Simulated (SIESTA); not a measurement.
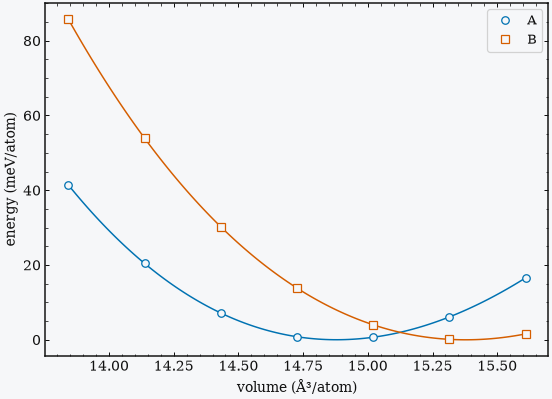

The figure compares two calculations of the energy against volume, each curve from its own zero. The first is for BaZrO₃, space group Pm-3m (No. 221).

The cell holds 5 atoms.

Calculation (SIESTA 5.4.2): DFT in numerical atomic orbitals with pseudopotentials, no spin polarisation; energies at scaled volumes of the given cell, shape and fractions fixed, counted from the fit's minimum, third-order Birch-Murnaghan fit. Level: PBEsol.

k mesh 4×4×4; occupations Fermi–Dirac; smearing width 0.05 eV; potentials PseudoDojo 0.4 standard, converted to PSML, two zetas on semicore shells; program settings basis DZP, mesh cutoff 800 Ry.

In the second, the level changes from PBEsol to PBE. The second calculation uses k mesh 6×6×6.

### Which of A and B is the second calculation, and what did the change do?

B. The equilibrium volume rises from 14.88 to 15.38 Å³/atom (+3.4 %) and the bulk modulus falls from 161 to 149 GPa (−7.5 %).

For both, limits of the calculation: mulliken charges of long orbitals.

V0 and the bulk modulus come from third-order Birch–Murnaghan fits.
